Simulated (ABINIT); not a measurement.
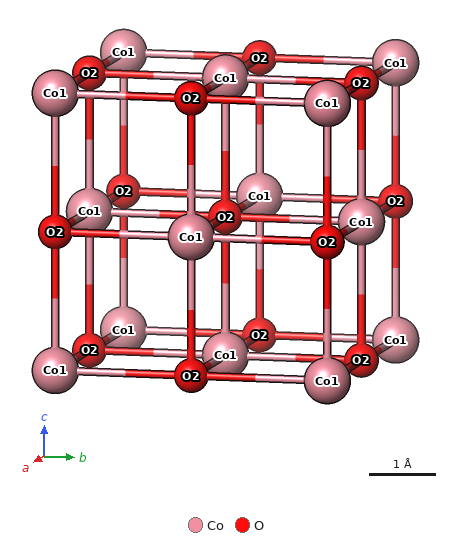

The structure as given in the input (ball-and-stick view of the cell 4 times as large as that of the calculation, set on its symmetry axes, seen slightly off an axis; atoms are numbered from 1 in the order of the input). An atom can appear more than once, as a periodic image.

Hubbard response calculation, with input and output: CoO (part 1 of 4)

The run: hubbard response calculation of CoO (Fm-3m, 2 atoms in the cell). Method and program: Kohn-Sham DFT of a periodic cell, BLYP, DFT+U, JTH PAW PBE v2.0, spin-polarised (ABINIT 10.8.3).

The structure derives from an entry of the Crystallography Open Database.

Log:
```
.Version 10.8.3 of ABINIT
 DATASET    1 : space group P1 (#  1); Bravais aP (primitive triclinic)
================================================================================
 Values of the parameters that define the memory need for DATASET  1.
     intxc =       0    ionmov =       0      iscf =      17    lmnmax =      18
     lnmax =       6     mgfft =      27  mpssoang =       3    mqgrid =    3001
     natom =       2  nloc_mem =       2    nspden =       2   nspinor =       1
    nsppol =       2      nsym =       1    n1xccc =       1    ntypat =       2
    occopt =       3   xclevel =       2
       mpw =         656          nfft =       19683          nkpt =         112
 PAW method is used; the additional fine FFT grid is defined by:
   mgfftf=        36    nfftf =     46656
================================================================================
================================================================================

 DATASET    2 : space group P1 (#  1); Bravais aP (primitive triclinic)
================================================================================
 Values of the parameters that define the memory need for DATASET  2.
     intxc =       0    ionmov =       0      iscf =      17    lmnmax =      18
     lnmax =       6     mgfft =      27  mpssoang =       3    mqgrid =    3001
     natom =       2  nloc_mem =       2    nspden =       2   nspinor =       1
    nsppol =       2      nsym =       1    n1xccc =       1    ntypat =       2
    occopt =       3   xclevel =       2
       mpw =         656          nfft =       19683          nkpt =         112
 PAW method is used; the additional fine FFT grid is defined by:
   mgfftf=        36    nfftf =     46656
================================================================================
================================================================================

 DATASET    3 : space group P1 (#  1); Bravais aP (primitive triclinic)
================================================================================
 Values of the parameters that define the memory need for DATASET  3.
     intxc =       0    ionmov =       0      iscf =      17    lmnmax =      18
     lnmax =       6     mgfft =      27  mpssoang =       3    mqgrid =    3001
     natom =       2  nloc_mem =       2    nspden =       2   nspinor =       1
    nsppol =       2      nsym =       1    n1xccc =       1    ntypat =       2
    occopt =       3   xclevel =       2
       mpw =         656          nfft =       19683          nkpt =         112
 PAW method is used; the additional fine FFT grid is defined by:
   mgfftf=        36    nfftf =     46656
================================================================================
================================================================================

--------------------------------------------------------------------------------
------------- Echo of variables that govern the present computation ------------
--------------------------------------------------------------------------------
 -outvars: echo values of preprocessed input variables --------
            acell      1.0000000000E+00  1.0000000000E+00  1.0000000000E+00 Bohr
              amu      5.89332000E+01  1.59994000E+01
         atvshift1      -0.00367   -0.00367   -0.00367   -0.00367   -0.00367
                        -0.00367   -0.00367   -0.00367   -0.00367   -0.00367
                         0.00000    0.00000    0.00000    0.00000    0.00000
                         0.00000    0.00000    0.00000    0.00000    0.00000
         atvshift2       0.00184    0.00184    0.00184    0.00184    0.00184
                         0.00184    0.00184    0.00184    0.00184    0.00184
                         0.00000    0.00000    0.00000    0.00000    0.00000
                         0.00000    0.00000    0.00000    0.00000    0.00000
         atvshift3       0.00367    0.00367    0.00367    0.00367    0.00367
                         0.00367    0.00367    0.00367    0.00367    0.00367
                         0.00000    0.00000    0.00000    0.00000    0.00000
                         0.00000    0.00000    0.00000    0.00000    0.00000
           diemac      5.00000000E+00
           diemix      4.50000000E-01
        dmatpuopt           3
             ecut      2.20000000E+01 Hartree
           irdwfk           1
                       outvar_i_n : Printing only first  50 k-points.
              ixc     -106131
           jdtset        1    2    3
                       outvar_i_n : Printing only first  50 k-points.
           kptopt           2
         kptrlatt        6    0    0      0    6    0      0    0    6
          kptrlen      3.41783262E+01
            lpawu           2      -1
         macro_uj        1
            natom           2
            nband          16
        natvshift        5
           ndtset           3
            ngfft          27      27      27
          ngfftdg          36      36      36
             nkpt         112
           nnsclo           2
           nspden           2
           nsppol           2
            nstep         120
             nsym           1
           ntypat           2
                       prtocc : prtvol=0, do not print more k-points.
                       1.000000  1.000000  1.000000  1.000000  1.000000  1.000000
                       1.000000  1.000000  1.000000  1.000000  1.000000  1.000000
                       0.000000  0.000000  0.000000  0.000000
                       1.000000  1.000000  1.000000  1.000000  1.000000  1.000000
                       1.000000  1.000000  1.000000  1.000000  1.000000  1.000000
                       0.000000  0.000000  0.000000  0.000000
                       1.000000  1.000000  1.000000  1.000000  1.000000  1.000000
                       1.000000  1.000000  1.000000  1.000000  1.000000  1.000000
                       0.000000  0.000000  0.000000  0.000000
                       1.000000  1.000000  1.000000  1.000000  1.000000  1.000000
                       1.000000  1.000000  1.000000  1.000000  1.000000  1.000000
                       0.000000  0.000000  0.000000  0.000000
                       1.000000  1.000000  1.000000  1.000000  1.000000  1.000000
                       1.000000  1.000000  1.000000  1.000000  1.000000  1.000000
                       0.000000  0.000000  0.000000  0.000000
                       1.000000  1.000000  1.000000  1.000000  1.000000  1.000000
                       1.000000  1.000000  1.000000  1.000000  1.000000  1.000000
                       0.000000  0.000000  0.000000  0.000000
                       1.000000  1.000000  1.000000  1.000000  1.000000  1.000000
                       1.000000  1.000000  1.000000  1.000000  1.000000  1.000000
                       0.000000  0.000000  0.000000  0.000000
                       1.000000  1.000000  1.000000  1.000000  1.000000  1.000000
                       1.000000  1.000000  1.000000  1.000000  1.000000  1.000000
                       0.000000  0.000000  0.000000  0.000000
                       1.000000  1.000000  1.000000  1.000000  1.000000  1.000000
                       1.000000  1.000000  1.000000  1.000000  1.000000  1.000000
                       0.000000  0.000000  0.000000  0.000000
                       1.000000  1.000000  1.000000  1.000000  1.000000  1.000000
                       1.000000  1.000000  1.000000  1.000000  1.000000  1.000000
                       0.000000  0.000000  0.000000  0.000000
                       1.000000  1.000000  1.000000  1.000000  1.000000  1.000000
                       1.000000  1.000000  1.000000  1.000000  1.000000  1.000000
                       0.000000  0.000000  0.000000  0.000000
                       1.000000  1.000000  1.000000  1.000000  1.000000  1.000000
                       1.000000  1.000000  1.000000  1.000000  1.000000  1.000000
                       0.000000  0.000000  0.000000  0.000000
                       1.000000  1.000000  1.000000  1.000000  1.000000  1.000000
                       1.000000  1.000000  1.000000  1.000000  1.000000  1.000000
                       0.000000  0.000000  0.000000  0.000000
                       1.000000  1.000000  1.000000  1.000000  1.000000  1.000000
                       1.000000  1.000000  1.000000  1.000000  1.000000  1.000000
                       0.000000  0.000000  0.000000  0.000000
                       1.000000  1.000000  1.000000  1.000000  1.000000  1.000000
                       1.000000  1.000000  1.000000  1.000000  1.000000  1.000000
                       0.000000  0.000000  0.000000  0.000000
                       1.000000  1.000000  1.000000  1.000000  1.000000  1.000000
                       1.000000  1.000000  1.000000  1.000000  1.000000  1.000000
                       0.000000  0.000000  0.000000  0.000000
                       1.000000  1.000000  1.000000  1.000000  1.000000  1.000000
                       1.000000  1.000000  1.000000  1.000000  1.000000  1.000000
                       0.000000  0.000000  0.000000  0.000000
                       1.000000  1.000000  1.000000  1.000000  1.000000  1.000000
                       1.000000  1.000000  1.000000  1.000000  1.000000  1.000000
                       0.000000  0.000000  0.000000  0.000000
                       1.000000  1.000000  1.000000  1.000000  1.000000  1.000000
                       1.000000  1.000000  1.000000  1.000000  1.000000  1.000000
                       0.000000  0.000000  0.000000  0.000000
                       1.000000  1.000000  1.000000  1.000000  1.000000  1.000000
                       1.000000  1.000000  1.000000  1.000000  1.000000  1.000000
                       0.000000  0.000000  0.000000  0.000000
                       1.000000  1.000000  1.000000  1.000000  1.000000  1.000000
                       1.000000  1.000000  1.000000  1.000000  1.000000  1.000000
                       0.000000  0.000000  0.000000  0.000000
                       1.000000  1.000000  1.000000  1.000000  1.000000  1.000000
                       1.000000  1.000000  1.000000  1.000000  1.000000  1.000000
                       0.000000  0.000000  0.000000  0.000000
                       1.000000  1.000000  1.000000  1.000000  1.000000  1.000000
                       1.000000  1.000000  1.000000  1.000000  1.000000  1.000000
                       0.000000  0.000000  0.000000  0.000000
                       1.000000  1.000000  1.000000  1.000000  1.000000  1.000000
                       1.000000  1.000000  1.000000  1.000000  1.000000  1.000000
                       0.000000  0.000000  0.000000  0.000000
                       1.000000  1.000000  1.000000  1.000000  1.000000  1.000000
                       1.000000  1.000000  1.000000  1.000000  1.000000  1.000000
                       0.000000  0.000000  0.000000  0.000000
                       1.000000  1.000000  1.000000  1.000000  1.000000  1.000000
                       1.000000  1.000000  1.000000  1.000000  1.000000  1.000000
                       0.000000  0.000000  0.000000  0.000000
                       1.000000  1.000000  1.000000  1.000000  1.000000  1.000000
                       1.000000  1.000000  1.000000  1.000000  1.000000  1.000000
                       0.000000  0.000000  0.000000  0.000000
                       1.000000  1.000000  1.000000  1.000000  1.000000  1.000000
                       1.000000  1.000000  1.000000  1.000000  1.000000  1.000000
                       0.000000  0.000000  0.000000  0.000000
                       1.000000  1.000000  1.000000  1.000000  1.000000  1.000000
                       1.000000  1.000000  1.000000  1.000000  1.000000  1.000000
                       0.000000  0.000000  0.000000  0.000000
                       1.000000  1.000000  1.000000  1.000000  1.000000  1.000000
                       1.000000  1.000000  1.000000  1.000000  1.000000  1.000000
                       0.000000  0.000000  0.000000  0.000000
                       1.000000  1.000000  1.000000  1.000000  1.000000  1.000000
                       1.000000  1.000000  1.000000  1.000000  1.000000  1.000000
                       0.000000  0.000000  0.000000  0.000000
                       1.000000  1.000000  1.000000  1.000000  1.000000  1.000000
                       1.000000  1.000000  1.000000  1.000000  1.000000  1.000000
                       0.000000  0.000000  0.000000  0.000000
                       1.000000  1.000000  1.000000  1.000000  1.000000  1.000000
                       1.000000  1.000000  1.000000  1.000000  1.000000  1.000000
                       0.000000  0.000000  0.000000  0.000000
                       1.000000  1.000000  1.000000  1.000000  1.000000  1.000000
                       1.000000  1.000000  1.000000  1.000000  1.000000  1.000000
                       0.000000  0.000000  0.000000  0.000000
                       1.000000  1.000000  1.000000  1.000000  1.000000  1.000000
                       1.000000  1.000000  1.000000  1.000000  1.000000  1.000000
                       0.000000  0.000000  0.000000  0.000000
                       1.000000  1.000000  1.000000  1.000000  1.000000  1.000000
                       1.000000  1.000000  1.000000  1.000000  1.000000  1.000000
                       0.000000  0.000000  0.000000  0.000000
                       1.000000  1.000000  1.000000  1.000000  1.000000  1.000000
                       1.000000  1.000000  1.000000  1.000000  1.000000  1.000000
                       0.000000  0.000000  0.000000  0.000000
                       1.000000  1.000000  1.000000  1.000000  1.000000  1.000000
                       1.000000  1.000000  1.000000  1.000000  1.000000  1.000000
                       0.000000  0.000000  0.000000  0.000000
                       1.000000  1.000000  1.000000  1.000000  1.000000  1.000000
                       1.000000  1.000000  1.000000  1.000000  1.000000  1.000000
                       0.000000  0.000000  0.000000  0.000000
                       1.000000  1.000000  1.000000  1.000000  1.000000  1.000000
                       1.000000  1.000000  1.000000  1.000000  1.000000  1.000000
                       0.000000  0.000000  0.000000  0.000000
                       1.000000  1.000000  1.000000  1.000000  1.000000  1.000000
                       1.000000  1.000000  1.000000  1.000000  1.000000  1.000000
                       0.000000  0.000000  0.000000  0.000000
                       1.000000  1.000000  1.000000  1.000000  1.000000  1.000000
                       1.000000  1.000000  1.000000  1.000000  1.000000  1.000000
                       0.000000  0.000000  0.000000  0.000000
                       1.000000  1.000000  1.000000  1.000000  1.000000  1.000000
                       1.000000  1.000000  1.000000  1.000000  1.000000  1.000000
                       0.000000  0.000000  0.000000  0.000000
                       1.000000  1.000000  1.000000  1.000000  1.000000  1.000000
                       1.000000  1.000000  1.000000  1.000000  1.000000  1.000000
                       0.000000  0.000000  0.000000  0.000000
                       1.000000  1.000000  1.000000  1.000000  1.000000  1.000000
                       1.000000  1.000000  1.000000  1.000000  1.000000  1.000000
                       0.000000  0.000000  0.000000  0.000000
                       1.000000  1.000000  1.000000  1.000000  1.000000  1.000000
                       1.000000  1.000000  1.000000  1.000000  1.000000  1.000000
                       0.000000  0.000000  0.000000  0.000000
                       1.000000  1.000000  1.000000  1.000000  1.000000  1.000000
                       1.000000  1.000000  1.000000  1.000000  1.000000  1.000000
                       0.000000  0.000000  0.000000  0.000000
                       1.000000  1.000000  1.000000  1.000000  1.000000  1.000000
                       1.000000  1.000000  1.000000  1.000000  1.000000  1.000000
                       0.000000  0.000000  0.000000  0.000000
                       1.000000  1.000000  1.000000  1.000000  1.000000  1.000000
                       1.000000  1.000000  1.000000  1.000000  1.000000  1.000000
                       0.000000  0.000000  0.000000  0.000000
                       1.000000  1.000000  1.000000  1.000000  1.000000  1.000000
                       1.000000  1.000000  1.000000  1.000000  1.000000  1.000000
                       0.000000  0.000000  0.000000  0.000000
                       prtocc : prtvol=0, do not print more k-points.
           occopt           3
        pawecutdg      4.40000000E+01 Hartree
           pawujv1    -3.6749322176E-03 Hartree
           pawujv2     1.8374661088E-03 Hartree
           pawujv3     3.6749322176E-03 Hartree
         pawxcdev           0
           prtden           0
        prtebands           0
           prteig           0
            prtwf           0
            rprim      0.0000000000E+00  4.0279543716E+00  4.0279543716E+00
                       4.0279543716E+00  0.0000000000E+00  4.0279543716E+00
                       4.0279543716E+00  4.0279543716E+00  0.0000000000E+00
          spgroup           1
           spinat      0.0000000000E+00  0.0000000000E+00  2.0000000000E+00
                       0.0000000000E+00  0.0000000000E+00  0.0000000000E+00
           tolvrs      1.00000000E-09
           tsmear      1.83746611E-03 Hartree
            typat      1  2
          usepawu           1
           useylm           1
                       outvars : Printing only first  50 k-points.
           xangst      0.0000000000E+00  0.0000000000E+00  0.0000000000E+00
                       2.1315016586E+00  2.1315016586E+00  2.1315016586E+00
            xcart      0.0000000000E+00  0.0000000000E+00  0.0000000000E+00
                       4.0279543716E+00  4.0279543716E+00  4.0279543716E+00
             xred      0.0000000000E+00  0.0000000000E+00  0.0000000000E+00
                       5.0000000000E-01  5.0000000000E-01  5.0000000000E-01
            znucl       27.00000    8.00000

================================================================================

 chkinp: Checking input parameters for consistency, jdtset=   1.

 chkinp: Checking input parameters for consistency, jdtset=   2.

 chkinp: Checking input parameters for consistency, jdtset=   3.

================================================================================
== DATASET  1 ==================================================================

--- !DatasetInfo
iteration_state: {dtset: 1, }
dimensions: {natom: 2, nkpt: 112, mband: 16, nsppol: 2, nspinor: 1, nspden: 2, mpw: 656, }
cutoff_energies: {ecut:  22.0, pawecutdg:  44.0, }
electrons: {nelect:   2.30000000E+01, charge:   0.00000000E+00, occopt:   3.00000000E+00, tsmear:   1.83746611E-03, }
meta: {optdriver: 0, ionmov: 0, optcell: 0, iscf: 17, paral_kgb: 0, }
...
```
